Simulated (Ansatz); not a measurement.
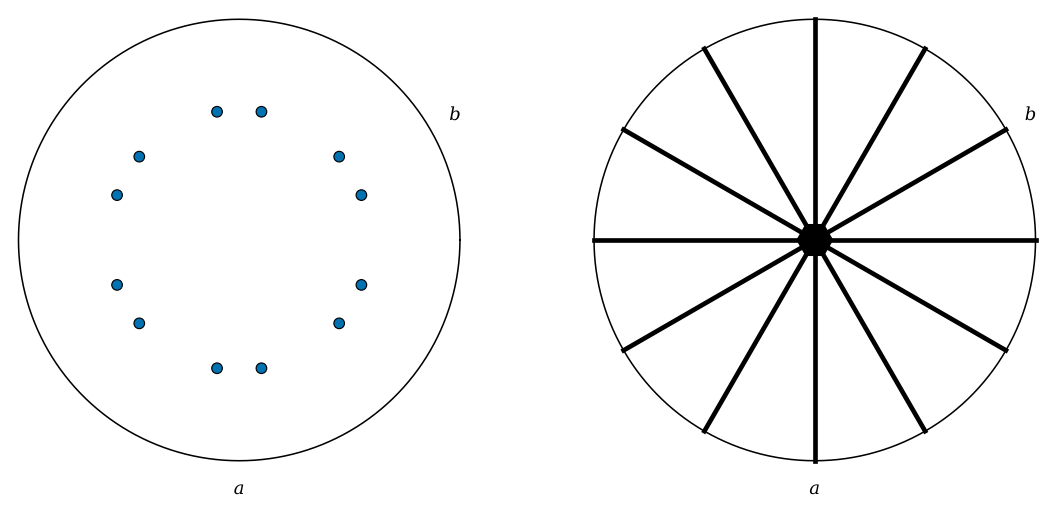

Stereographic projection: filled dots lie in the upper hemisphere, open rings in the lower; heavy lines are mirror planes (a heavy rim: a mirror in the plane of the page); lens, triangle, square and hexagon are 2-, 3-, 4- and 6-fold axes, a lens in an open square is −4, a triangle in an open hexagon −6; thin dashed diameters join the ends of axes that lie in the page; a small open circle marks inversion. The c axis points at the viewer. Left: one general form; right: the symmetry elements. Computed from the symmetry operations of a computed or model structure of composition InN.

### Which point group is this?

6mm (C6v), order 12, hexagonal system: one sixfold axis, six mirror planes.

### Which physical properties does it allow?

It is not centrosymmetric; polar, so pyroelectricity and piezoelectricity are allowed; it is not chiral.
